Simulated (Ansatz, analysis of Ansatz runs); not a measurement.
# Bond-centred H+ along c in ZnO: local vibrational mode against experiment, part 2 of 2

How near does this set-up come to the measured local vibrational mode? Subject: bond-centred H+ along c in ZnO. Set-up: PBE, 72-site cell, PBE lattice, 420 eV, k: the single point 1/4 1/4 1/4, anharmonic cut along the mode. The model is a cell of 72 host atoms with 1 H put in. The frequencies come from force constants among the defect atom and its neighbours, with the masses of the isotopes named.

Ansatz 0.2.0; PBE, 72-site cell, PBE lattice, 420 eV, k: the single point 1/4 1/4 1/4, anharmonic cut along the mode.

So far: Set-up; Relaxation, charge +1.

## (3) Local vibrational modes

A local mode lives on the defect and the atoms next to it, so only the sites listed in the input are displaced, which costs far fewer SCF runs than the whole cell would.

This step: plane-wave PAW DFT, PBE; finite-displacement force constants among the atoms nearest to a defect, the others at rest.

modes/input.yaml

```yaml
crystal:
  lattice:
    - [9.83855992, 0.0, 0.0]
    - [-4.91927996, 8.52044282, 0.0]
    - [0.0, 0.0, 10.58650211]
  atoms:
    - { symbol: Zn, position: [0.110700794, 0.221818958, 0.250421046] }
    - { symbol: Zn, position: [0.221580034, 0.109449782, 0.00110877] }
[... 8 atom lines left out ...]
    - { symbol: O, position: [0.217949256, 0.442557865, 0.185406235] }
    - { symbol: O, position: [0.112026138, 0.555315763, 0.439914799] }
[... 1 atom line left out ...]
    - { symbol: Zn, position: [0.208059531, 0.437160099, 0.509648384] }
[... 13 atom lines left out ...]
    - { symbol: O, position: [0.444744222, 0.22318398, 0.439942849] }
[... 4 atom lines left out ...]
    - { symbol: Zn, position: [0.444010768, 0.555958524, 0.173732803] }
[... 1 atom line left out ...]
    - { symbol: O, position: [0.557106652, 0.443005004, 0.185614886] }
    - { symbol: O, position: [0.444689698, 0.55556703, 0.464187488] }
[... 1 atom line left out ...]
    - { symbol: Zn, position: [0.563070803, 0.437069132, 0.510044018] }
[... 4 atom lines left out ...]
    - { symbol: O, position: [0.557404038, 0.782020001, 0.185508048] }
    - { symbol: O, position: [0.444794314, 0.888097031, 0.439924644] }
[... 1 atom line left out ...]
    - { symbol: Zn, position: [0.562985582, 0.792126792, 0.509819632] }
[... 26 atom lines left out ...]
    - { symbol: H, position: [0.445379004, 0.555487482, 0.372151229] }
total_charge: 1
basis:
  ecutwfc: 420
  xc_grid: 2
hamiltonian:
  xc: pbe
kpoints:
  mp_grid: { grid: [1, 1, 1], shift: [0.25, 0.25, 0.25] }
scf:
  occupations: { method: fermi_dirac, width: 0.01 }
  max_iter: 120
output: {}
checkpoint:
  read: "../relax.run"
phonons:
  supercell: [1, 1, 1]
  displaced_sites: [32, 35, 37, 45, 72]
```

Run with:

```bash
$ ansatz run input.yaml --threads 2 --pin off --max-ram 4710MiB --backend cpu --events-out ev --progress --plain --runs-dir out
```

Numbers of over 12 decimals in the logs are rounded to 6 here.

Log:

```text
[...]
Crystal: 73 atoms, lattice volume = 887.455 Å³
Basis set: ecut = 420 eV, 17351 PW (Γ), exchange–correlation on 144×144×144 points (8 copies of the dense FFT grid, shifted against one another)
Bands: 397, of which v1, the nominal top of the filled ones, is band 324 counted from 1 (323 counted from 0)
Symmetry: 1 space group operations
k-points: 1
[...]
Stability of the state it starts from, as read at its close in the unpolarized treatment: not read negative (Ritz values of 1 − χ₀K, real part plus size of imaginary part, from 1.0 to 1.4, by its mixing steps under no symmetry)
[...]
iter 1 solved again at ethr=1.18e-11 eV; its pass at ethr=3.10e-3 eV (dr2=7.66e-8 eV) is discarded
[...]
SCF iter   6: F=-139950.514225 eV  HF=-139950.514225 eV  |F-HF|=2.91e-11  |Δ(HF+E_count)|=  8.73e-11  Δρ=6.53e-8  dr2=4.86e-11  ethr=1.00e-12  ⟨swp⟩=4.0  Hψ=1415  notcnv=0
[...]
symmetry images taken by strict's conditions (phonons.symmetry_images: auto; settled by no image being taken that strict refuses)
  force constants formed among 5 of 73 sites (Zn 32, O 35, Zn 37, Zn 45, H 72); the other 68 at rest. The modes move the named sites alone.
  the frequencies, the zero-point energy and the sums are of the block with the acoustic sum rule laid on its rows. Row sums over every site: 5.0e-4 eV/Å² at the most
  transpose residual: 2.5e-4 eV/Å²
  largest component of a force at the reference: 9.9e-3 eV/Å on a named site, 3.7e-3 eV/Å on a site at rest
  frequencies among the named sites at Γ of the cell (cm⁻¹): 119.07 130.36 169.54 203.75 209.62 214.76 217.95 236.33 236.90 323.70 350.94 358.65 613.32 618.21 3603.17
  unstable modes among the named sites: 0
  frequencies as built, with no sum rule (cm⁻¹): 119.07 130.36 169.55 203.76 209.62 214.76 217.95 236.33 236.90 323.71 350.95 358.65 613.30 618.18 3603.18
  zero-point energy: 0.471530 eV/cell   skipped modes (ω ≤ 0): 0
  not written: the harmonic force-constant file, the file of eigenvectors (these modes' are written with the force constants), the density of states and the dispersion, which are of every site
[key lines of the parts left out:]
SCF converged after 6 iterations
Free energy (F): -139950.514225 eV
Fermi energy:    7.698325 eV
```

Elapsed: 36 min, on 2 threads of Arm Neoverse V1, shared host; peak memory 2.1 GiB; 70 min of CPU time.

This step gave:

| Quantity | Value |
| --- | --- |
| free energy | -139950.5142 eV |

The modes with the largest weight on the probed atoms (the light atom of a pair), for the masses of each isotope. Modes of the displaced atoms (local only where they lie over the host's phonons):

| isotopes | mode (cm⁻¹) | share of the defect atoms |
| --- | --- | --- |
| H | 3604 | 0.943 |
| H | 618.3 | 0.883 |
| H | 613.4 | 0.88 |
| D | 2621 | 0.891 |
| D | 472.6 | 0.615 |
| D | 469.9 | 0.604 |

## (4) Point 1 along the mode

A light atom samples the curved part of its well, so the energy is mapped along the mode and the one-dimensional Schrödinger equation solved on it.

This step: plane-wave PAW DFT, PBE; single point of a defect supercell.

cut0/input.yaml

```yaml
crystal:
  lattice:
    - [9.83855992, 0.0, 0.0]
    - [-4.91927996, 8.52044282, 0.0]
    - [0.0, 0.0, 10.58650211]
  atoms:
    - { symbol: Zn, position: [0.110700794, 0.221818958, 0.250421046] }
    - { symbol: Zn, position: [0.221580034, 0.109449782, 0.00110877] }
[... 8 atom lines left out ...]
    - { symbol: O, position: [0.217949256, 0.442557865, 0.185406235] }
    - { symbol: O, position: [0.112026138, 0.555315763, 0.439914799] }
[... 1 atom line left out ...]
    - { symbol: Zn, position: [0.208059531, 0.437160099, 0.509648384] }
[... 13 atom lines left out ...]
    - { symbol: O, position: [0.444744222, 0.22318398, 0.439942849] }
[... 4 atom lines left out ...]
    - { symbol: Zn, position: [0.444010674, 0.555958529, 0.173728722] }
[... 1 atom line left out ...]
    - { symbol: O, position: [0.557106652, 0.443005004, 0.185614886] }
    - { symbol: O, position: [0.444701881, 0.555565723, 0.462556552] }
[... 1 atom line left out ...]
    - { symbol: Zn, position: [0.563069018, 0.437070931, 0.51004151] }
[... 4 atom lines left out ...]
    - { symbol: O, position: [0.557404038, 0.782020001, 0.185508048] }
    - { symbol: O, position: [0.444794314, 0.888097031, 0.439924644] }
[... 1 atom line left out ...]
    - { symbol: Zn, position: [0.562983836, 0.792123267, 0.509817165] }
[... 26 atom lines left out ...]
    - { symbol: H, position: [0.445194146, 0.55550677, 0.398670143] }
total_charge: 1
basis:
  ecutwfc: 420
  xc_grid: 2
hamiltonian:
  xc: pbe
kpoints:
  mp_grid: { grid: [1, 1, 1], shift: [0.25, 0.25, 0.25] }
scf:
  occupations: { method: fermi_dirac, width: 0.01 }
  max_iter: 120
output:
  forces: true
checkpoint:
  read: "../relax.run"
```

Log:

```text
[...]
Warning: checkpoint.read: the run can stay near the saved state's solution: 5 site(s) moved relative to the saved geometry (max |Δs| = 2.652e-2 fractional); [...]
[...]
Crystal: 73 atoms, lattice volume = 887.455 Å³
Basis set: ecut = 420 eV, 17351 PW (Γ), exchange–correlation on 144×144×144 points (8 copies of the dense FFT grid, shifted against one another)
Bands: 397, of which v1, the nominal top of the filled ones, is band 324 counted from 1 (323 counted from 0)
Symmetry: 1 space group operations
[...]
k-points: 1
[...]
SCF iter   4: F=—  HF=-139945.959475 eV  |F-HF|=—  |Δ(HF+E_count)|=   6.66e-3  Δρ=5.39e-4  dr2=1.73e-3  ethr=3.49e-6  ⟨swp⟩=2.0  Hψ=660  notcnv=0  defer=45
automatic band count: iteration 4 solves 375 bands in place of 397: the levels show a gap, and the empty bands left out lie too high to hold charge; the band table lists the bands solved (type scf.n_extra_bands for more)
[...]
Internal energy: -139945.958784 eV  (E = F + TS)
E sigma→0 (E₀):  -139945.958784 eV
Fermi energy:    7.702159 eV
[...]
--- Forces (eV/Å), atoms counted from 1 ---
  atom   1  Zn    -0.00041719     0.01914802    -0.02656843
  atom   2  Zn    -0.00016226     0.00363647     0.00211171
  [... 8 atoms left out ...]
  atom  11  O     -0.01727818    -0.00740419     0.00663971
  atom  12  O      0.02357207     0.00015110     0.01150738
  [... 1 atom left out ...]
  atom  14  Zn    -0.02687222    -0.01805685     0.05420827
  [... 18 atoms left out ...]
  atom  33  Zn    -0.00051804     0.00004146     0.17716072
  [... 1 atom left out ...]
  atom  35  O      0.02347593    -0.01308990     0.00576902
  atom  36  O     -0.33941615     0.03130148    45.24980117
  [... 1 atom left out ...]
  atom  38  Zn     0.03435503    -0.02014057     0.05550834
  [... 4 atoms left out ...]
  atom  43  O     -0.00255594     0.02016439     0.00602918
  [... 2 atoms left out ...]
  atom  46  Zn     0.00201564     0.03489914     0.05486190
  [... 26 atoms left out ...]
  atom  73  H      0.33341888    -0.02995257   -45.52841528
  max |Σ_I F_I| component: 2.66e-5 eV/Å
[key lines of the parts left out:]
SCF converged after 10 iterations
Free energy (F): -139945.958784 eV
```

The job ended after 75 s (2 threads; peak memory 2 GiB; 2.4 min of CPU time).

Numbers from this step:

```yaml
free_energy: -139945.9588 eV
```

The other runs of this kind differ in structure, charge or spin alone:

| run | outcome | energy less the first (eV) | moment (μB) | time |
| --- | --- | --- | --- | --- |
| point 1 along the mode | converged | 0.0000 | 0.00 | 75 s |
| point 2 along the mode | converged | -2.6421 | 0.00 | 73 s |
| point 3 along the mode | converged | -3.8248 | 0.00 | 73 s |
| point 4 along the mode | converged | -4.4054 | 0.00 | 64 s |
| point 5 along the mode | converged | -4.4491 | 0.00 | 62 s |
| point 6 along the mode | converged | -4.1969 | 0.00 | 66 s |
| point 7 along the mode | converged | -3.8932 | 0.00 | 67 s |
| point 8 along the mode | converged | -3.5135 | 0.00 | 66 s |
| point 9 along the mode | converged | -3.1281 | 0.00 | 66 s |

## (5) Anharmonic fundamental

Analysis of the runs above: one-dimensional Schroedinger equation on a polynomial through PBE energies along the local mode.

It gives:

| Quantity | Value |
| --- | --- |
| stretch | 3422 cm⁻¹ |
| stretch d | 2519 cm⁻¹ |
| stretch harmonic | 3603 cm⁻¹ |
| stretch d harmonic | 2621 cm⁻¹ |

Table of energy by normal coordinate:

| normal coordinate (amu½ Å) | energy (eV) |
| --- | --- |
| -0.290 | 4.56 |
| -0.213 | 1.91 |
| -0.145 | 0.731 |
| -0.073 | 0.150 |
| 0.000 | 0 |
| 0.073 | 0.106 |
| 0.145 | 0.359 |
| 0.213 | 0.662 |
| 0.290 | 1.04 |
| 0.368 | 1.43 |

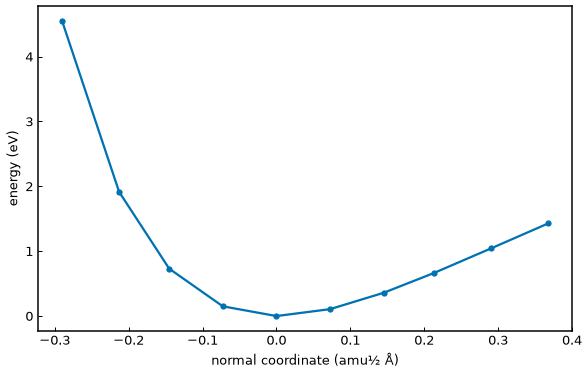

Energy against normal coordinate.

## (6) Outcome

```yaml
distance_from_the_defect_atom_to_its_nearest_neighbour: 0.974 Å
o_h_stretch_1h: 3422 cm⁻¹
o_d_stretch_2h: 2519 cm⁻¹
time_of_the_whole_chain: 54 min on 2 threads
```

O-H stretch, 1H: computed 3422 cm⁻¹, measured 3611.3 cm⁻¹; 189 cm⁻¹ (5 %) below the measurement. O-D stretch, 2H: computed 2519 cm⁻¹, measured 2668 cm⁻¹; 149 cm⁻¹ (6 %) below the measurement. The anharmonic cut moves the O-H stretch, 1H from 3603 to 3422 cm⁻¹; a straight cut leaves out the coupling to the other modes. Only the named neighbours move, so modes near the host's band are approximate.

[Logs are printed without paths, hosts, clocks, repeated set-up lines and the standing remarks that a program may print on its own settings, such as how far it seeks lower states.]

[Hosts, paths, dates, database ids (printed as entryN), source tags and the programs' standing remarks are cut or masked in the printed files.]

[For some hosts the program warned that the k-mesh of the response run may be too coarse for force constants and the static dielectric constant; such warnings are not shown here.]
